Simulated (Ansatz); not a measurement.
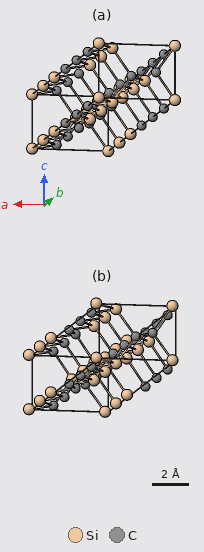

The structure of an interface cell of composition SiC before (top) and after (bottom) a relaxation, at one scale.

Style: ball-and-stick. Shown: the cell of the calculation, reduced to other axes, from a free direction. Lengths and directions refer to the drawn axes.

Case: antiphase boundary on (1 1 0), species swapped.

All numbers below come from DFT PBEsol, scalar-relativistic, plane waves, PAW (Ansatz 0.2.0). Set-up: plane-wave cutoff 420 eV; k-point mesh 10 × 6 × 2; occupations gaussian; smearing width 0.05 eV; no spin polarisation; cell relaxed at fixed a, b, alpha, beta, gamma; force threshold 0.02 eV/Å; at most 45 steps.

What changed between the two?

Over 4 accepted moves (6 points after the start) the energy falls by 4.396 eV per cell of the calculation. The largest force component goes from 8.3 to 0.011 eV/Å. The pressure goes from 8.46 to 1.31 GPa. The line search rejected the trial step at point 2 of the run. The SCF was repeated once at an unchanged geometry on a basis and grid sized afresh for the cell, which shifted the energy by 3.9 meV per cell of the calculation at most. The largest moves relative to the cell, 0.22 Å, are those of Si atoms. Largest moves by element: Si 0.22 Å, C 0.22 Å. The volume changes by +0.9 %, with a unchanged at 4.357 Å, b 18.485 → 18.643 Å (+0.9 %), c unchanged at 3.081 Å. Near-neighbour distances that change, for instance: Si–Si 1.887 → 2.301 Å, C–C 1.887 → 1.608 Å, C–Si 1.887 → 1.921 Å, C–Si 1.887 → 1.870 Å. Among the angles between lasting bonds that change: C–Si–Si 109.5° → 104.2°, Si–C–Si 109.5° → 105.4°, C–Si–C 109.5° → 113.4°. Cost: 6 min on 2 threads of AMD EPYC 7R43 64-Core Processor (Zen 3) (shared host), peak memory 1.1 GiB.
